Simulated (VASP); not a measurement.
## NaI: band-structure calculation

System: NaI (2 atoms in the cell).
Method: DFT, r2SCAN, plane waves, PAW (VASP 6.6.1).

The structure was built on a prototype by a generator. The geometry comes from this level: r2SCAN (a point of a series of strains). It belongs to a series of runs on one base structure; here: shear_111 strain +4.8%.

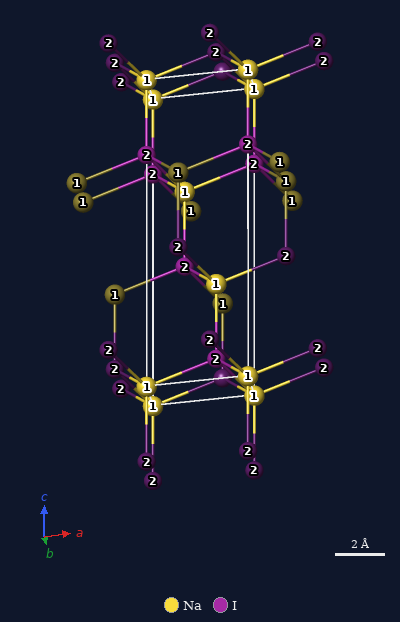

*The structure as given in the input (ball-and-stick view of the cell 3 times as large as that of the calculation, set on its symmetry axes, seen at an oblique angle; neighbours outside the cell are drawn fainter; atoms are numbered from 1 in the order of the input).*

Near neighbours in the crystal (not all of them lie inside the picture): Na has 4 I at 3.11 to 3.13 Å; I has 4 Na at 3.11 to 3.13 Å.

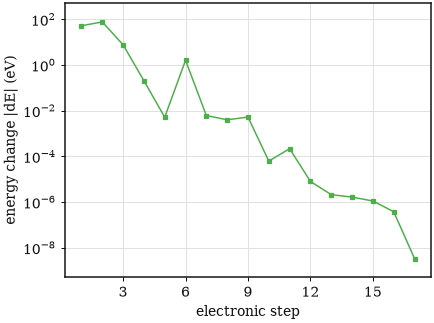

*Convergence of the self-consistent field: energy change |dE| against the electronic step.*

It takes 17 electronic steps. The density is held fixed in the first few steps, and dE rises again when its update begins.

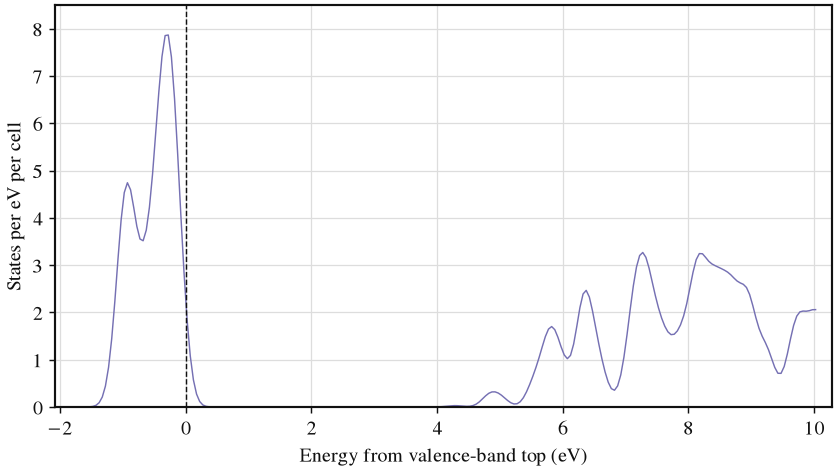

*Density of states (the curve is built from the levels of the k mesh with Gaussians 0.3 eV wide, which also blur the band edges), with energies from the valence-band top.*

There is a gap of 4.29 eV on the k-point mesh. Small ripples come from the finite k-point mesh.

The input and output of the run follow.

INCAR:
```
ENCUT = 520.000000
SIGMA = 0.010000
EDIFF = 1.00e-07
ALGO = Normal
METAGGA = R2SCAN
PREC = Accurate
IBRION = -1
ISIF = 2
ISMEAR = 0
NBANDS = 14
NELM = 120
NSW = 0
LASPH = .TRUE.
LCHARG = .FALSE.
LWAVE = .FALSE.
LREAL = .FALSE.
```

KPOINTS:
```
KPOINTS created by Atomic Simulation Environment
0
Gamma
6 6 6
0 0 0
```

KPOINTS_OPT:
```
special points
6
Reciprocal
0.0000000000 0.0000000000 0.0000000000 1
-0.5000000000 -0.5000000000 0.0000000000 1
-0.3750000000 -0.3750000000 0.2500000000 1
-0.3750000000 0.0000000000 0.3750000000 1
0.0000000000 0.0000000000 0.5000000000 1
-0.5000000000 -0.2500000000 0.2500000000 1
```

POSCAR:
```
Na I
 1.0000000000000000
     0.1138545593000000    3.6570462404000001    3.6570462404000001
     3.6570462404000001    0.1138545593000000    3.6570462404000001
     3.6570462404000001    3.6570462404000001    0.1138545593000000
 Na  I
   1   1
Cartesian
  0.0235405917967054  0.0235405917967054  0.0235405917967054
  1.8334461682282941  1.8334461682282941  1.8334461682282941
```

Launched with:
```bash
mpirun -np 1 vasp_std
```

OSZICAR:
```
N       E                     dE             d eps       ncg     rms          rms(c)
DAV:   1     0.525852705230E+02    0.52585E+02   -0.64947E+03   896   0.899E+02
DAV:   2    -0.246039163012E+02   -0.77189E+02   -0.72083E+02   950   0.199E+02
DAV:   3    -0.323084252548E+02   -0.77045E+01   -0.76571E+01  1172   0.624E+01
DAV:   4    -0.325147124458E+02   -0.20629E+00   -0.20623E+00  1106   0.108E+01
DAV:   5    -0.325199004119E+02   -0.51880E-02   -0.51879E-02  1298   0.168E+00    0.208E+00
DAV:   6    -0.309034287385E+02    0.16165E+01   -0.31824E-01   920   0.557E+00    0.193E+00
DAV:   7    -0.308972882332E+02    0.61405E-02   -0.19010E-01  1082   0.290E+00    0.761E-01
DAV:   8    -0.309012968928E+02   -0.40087E-02   -0.67045E-03  1112   0.611E-01    0.535E-01
DAV:   9    -0.309065567592E+02   -0.52599E-02   -0.51547E-03   998   0.581E-01    0.175E-01
DAV:  10    -0.309064944097E+02    0.62349E-04   -0.96000E-05  1058   0.732E-02    0.115E-01
DAV:  11    -0.309067119413E+02   -0.21753E-03   -0.25447E-04   962   0.118E-01    0.346E-02
DAV:  12    -0.309067039422E+02    0.79991E-05   -0.26887E-06  1154   0.196E-02    0.178E-02
DAV:  13    -0.309067060533E+02   -0.21112E-05   -0.34750E-06  1028   0.208E-02    0.128E-02
DAV:  14    -0.309067077071E+02   -0.16538E-05   -0.46488E-07  1106   0.760E-03    0.190E-03
DAV:  15    -0.309067065928E+02    0.11142E-05   -0.21733E-08  1022   0.151E-03    0.546E-04
DAV:  16    -0.309067062134E+02    0.37945E-06   -0.37783E-09   706   0.605E-04    0.150E-04
DAV:  17    -0.309067062100E+02    0.33785E-08   -0.71344E-10   556   0.213E-04
   1 F= -.30906706E+02 E0= -.30906706E+02  d E =-.180115E-28
       N       E                     dE             ncg
DAV:   1     0.315446376164E+03   -0.24373E+04      168
DAV:   2    -0.143681075767E+03   -0.45913E+03      174
DAV:   3    -0.185989370184E+03   -0.42308E+02      210
DAV:   4    -0.187127216469E+03   -0.11378E+01      242
DAV:   5    -0.187142260792E+03   -0.15044E-01      210
DAV:   6    -0.187143075885E+03   -0.81509E-03      264
DAV:   7    -0.187143078706E+03   -0.28213E-05      222
DAV:   8    -0.187143078772E+03   -0.66233E-07      192
```

Parts of OUTCAR:
```
k-points           NKPTS =     32   k-points in BZ     NKDIM =     32   number of bands    NBANDS=     14

   NELECT =      14.0000    total number of electrons

   dimension x,y,z NGX =    40 NGY =   40 NGZ =   40
   dimension x,y,z NGXF=    80 NGYF=   80 NGZF=   80

  energy-cutoff  :      520.00
  volume of cell :       93.25
      direct lattice vectors                 reciprocal lattice vectors
     0.113854559  3.657046240  3.657046240    -0.143278710  0.138952705  0.138952705
     3.657046240  0.113854559  3.657046240     0.138952705 -0.143278710  0.138952705
     3.657046240  3.657046240  0.113854559     0.138952705  0.138952705 -0.143278710

 k-points in reciprocal lattice and weights: KPOINTS created by Atomic Simulation Env
   0.00000000  0.00000000  0.00000000       0.005
   0.16666667  0.00000000  0.00000000       0.028
   0.33333333  0.00000000  0.00000000       0.028
   0.50000000 -0.00000000 -0.00000000       0.014
   0.16666667  0.16666667  0.00000000       0.028
   0.33333333  0.16666667  0.00000000       0.056
   0.50000000  0.16666667  0.00000000       0.056
  -0.33333333  0.16666667  0.00000000       0.056
  -0.16666667  0.16666667  0.00000000       0.028
   0.33333333  0.33333333  0.00000000       0.028
   0.50000000  0.33333333  0.00000000       0.056
  -0.33333333  0.33333333  0.00000000       0.028
   0.50000000  0.50000000 -0.00000000       0.014
   0.16666667  0.16666667  0.16666667       0.009
   0.33333333  0.16666667  0.16666667       0.028
   0.50000000  0.16666667  0.16666667       0.028
  -0.33333333  0.16666667  0.16666667       0.028
  -0.16666667  0.16666667  0.16666667       0.028
   0.33333333  0.33333333  0.16666667       0.028
   0.50000000  0.33333333  0.16666667       0.056
  -0.33333333  0.33333333  0.16666667       0.056
  -0.16666667  0.33333333  0.16666667       0.056
   0.50000000  0.50000000  0.16666667       0.028
  -0.33333333  0.50000000  0.16666667       0.056
  -0.16666667  0.50000000  0.16666667       0.028
  -0.33333333 -0.33333333  0.16666667       0.028
   0.33333333  0.33333333  0.33333333       0.009
   0.50000000  0.33333333  0.33333333       0.028
  -0.33333333  0.33333333  0.33333333       0.028
   0.50000000  0.50000000  0.33333333       0.028
  -0.33333333  0.50000000  0.33333333       0.028
   0.50000000  0.50000000  0.50000000       0.005

 E-fermi :  -1.5480

 k-point     1 :       0.0000    0.0000    0.0000
  band No.  band energies     occupation
      1     -24.6536      2.00000
      2     -24.6536      2.00000
      3     -24.6509      2.00000
      4     -12.3450      2.00000
      5      -1.7557      2.00000
      6      -1.6231      2.00000
      7      -1.6231      2.00000
      8       2.6633      0.00000
      9       6.5538      0.00000
     10       6.9580      0.00000
     11       6.9580      0.00000
     12       8.5188      0.00000
     13       8.5188      0.00000
     14       9.9760      0.00000

 k-point     2 :       0.1667    0.0000    0.0000
  band No.  band energies     occupation
      1     -24.6541      2.00000
      2     -24.6537      2.00000
      3     -24.6510      2.00000
      4     -12.3146      2.00000
      5      -1.9921      2.00000
      6      -1.7669      2.00000
      7      -1.6626      2.00000
      8       3.2165      0.00000
      9       6.5050      0.00000
     10       6.7688      0.00000
     11       7.0938      0.00000
     12       8.0229      0.00000
     13       8.1685      0.00000
     14       9.5282      0.00000

 k-point     3 :       0.3333    0.0000    0.0000
  band No.  band energies     occupation
      1     -24.6551      2.00000
      2     -24.6538      2.00000
      3     -24.6511      2.00000
      4     -12.2525      2.00000
      5      -2.5480      2.00000
      6      -1.8238      2.00000
      7      -1.7386      2.00000
      8       4.0757      0.00000
      9       6.2543      0.00000
     10       6.5572      0.00000
     11       6.7968      0.00000
     12       8.5854      0.00000
     13       8.9517      0.00000
     14       9.0013      0.00000

 k-point     4 :       0.5000   -0.0000   -0.0000
  band No.  band energies     occupation
      1     -24.6556      2.00000
      2     -24.6539      2.00000
      3     -24.6512      2.00000
      4     -12.2208      2.00000
      5      -2.7843      2.00000
      6      -1.8497      2.00000
      7      -1.7752      2.00000
      8       4.3204      0.00000
      9       6.3025      0.00000
     10       6.4126      0.00000
     11       6.5922      0.00000
     12       9.4290      0.00000
     13       9.7913      0.00000
     14      10.3450      0.00000

 k-point     5 :       0.1667    0.1667    0.0000
  band No.  band energies     occupation
      1     -24.6541      2.00000
      2     -24.6537      2.00000
      3     -24.6511      2.00000
      4     -12.3063      2.00000
      5      -2.0149      2.00000
      6      -1.8073      2.00000
      7      -1.7174      2.00000
      8       3.3891      0.00000
      9       6.1806      0.00000
     10       7.0823      0.00000
     11       7.1312      0.00000
     12       7.3239      0.00000
     13       8.8061      0.00000
     14      10.7544      0.00000

 [... the levels of 26 k-points are left out ...]

 k-point    32 :       0.5000    0.5000    0.5000
  band No.  band energies     occupation
      1     -24.6538      2.00000
      2     -24.6538      2.00000
      3     -24.6528      2.00000
      4     -12.2427      2.00000
      5      -2.8135      2.00000
      6      -1.7206      2.00000
      7      -1.7206      2.00000
      8       4.3970      0.00000
      9       6.2158      0.00000
     10       6.6838      0.00000
     11       6.6838      0.00000
     12       9.4836      0.00000
     13       9.9244      0.00000
     14       9.9244      0.00000

  Total       -0.3186236     -0.3186236     -0.3186236     -0.0701405     -0.0701405     -0.0701405
  in kB       -5.4743231     -5.4743231     -5.4743231     -1.2050957     -1.2050957     -1.2050957
  external PRESSURE =      -5.4743231 kB  Pullay stress =       0.0000000 kB

 POSITION                                       TOTAL-FORCE (eV/Angst)
 -----------------------------------------------------------------------------------
      0.02354      0.02354      0.02354         0.000187      0.000187      0.000187
      1.83345      1.83345      1.83345        -0.000187     -0.000187     -0.000187
 -----------------------------------------------------------------------------------
    total drift:                                0.003281      0.003281      0.003281

  FREE ENERGIE OF THE ION-ELECTRON SYSTEM (eV)
  ---------------------------------------------------
  free  energy   TOTEN  =       -30.9067062100 eV

  energy  without entropy=      -30.9067062100  energy(sigma->0) =      -30.90670621
```

Results in brief:

| quantity | value |
| --- | --- |
| outcome | converged |
| space group (tolerance 0.01 Å) | R3m (160) |
| electrons treated | 14 |
| free energy | −30.9067 eV |
| Fermi energy | −1.548 eV |
| band gap | 4.29 eV |
| pressure | −0.55 GPa |
| largest force (length of the vector) | under 0.001 eV/Å |
| hardware | 1 CPU thread, shared host |
| wall time | 91 s |
| peak memory | 0.27 GiB |

Notes:

Spin-orbit coupling is left out, which matters for I.
